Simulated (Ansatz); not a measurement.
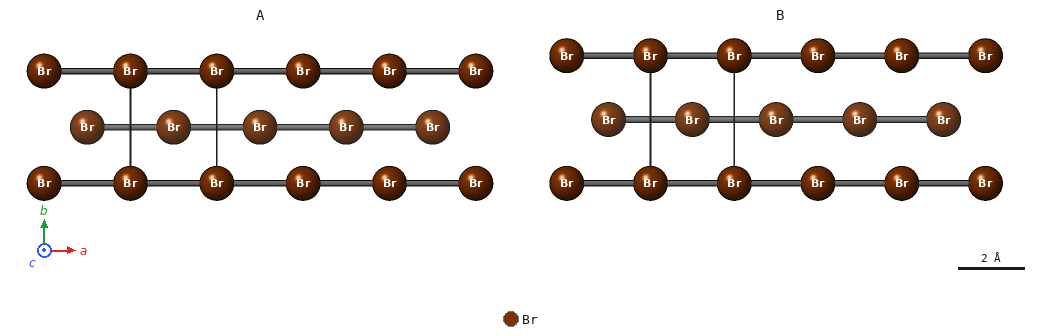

Two geometries of crystalline Br (set up in Immm), drawn at one scale. One is the start of a relaxation, the other its converged end. The picture is a ball-and-stick view of the cell of the calculation, repeated 3 × 1 × 1 with one cell outlined, seen along the c axis.

All numbers below come from Ansatz 0.2.0, DFT PBE, scalar-relativistic, plane waves, PAW. Settings: plane-wave cutoff 420 eV; k-point mesh 16 × 12 × 6; occupations gaussian; smearing width 0.1 eV; no spin polarisation; cell relaxed at fixed c, angles; force threshold 0.008 eV/Å; at most 40 steps.

**Which geometry has the lower energy?**

Structure B is the relaxed one. Case: uniaxial strain along c of -2.0 %; a, b and atoms relaxed. The energy falls by 12.8 meV per atom in 7 accepted moves (10 points after the start). All forces vanish by symmetry, so only the cell relaxes. Pressure: −0.43 GPa at the start and 0.00 GPa at the end. The line search rejected the trial step at point 5 of the run. The SCF was repeated twice at an unchanged geometry on a basis and grid sized afresh for the cell, which shifted the energy by 0.4 meV per atom at most. The atoms keep their places relative to the cell (all moves are under 0.005 Å). The drawn cell changes as follows: a 2.630 → 2.551 Å (−3.0 %), b 3.419 → 3.889 Å (+13.7 %), c unchanged at 8.699 Å; the volume changes by +10.3 %. Near-neighbour distances that change, for instance: Br–Br 2.630 → 2.551 Å. The space group stays Immm (No. 71). The run took of the order of 2.1 core-minutes on a shared host.
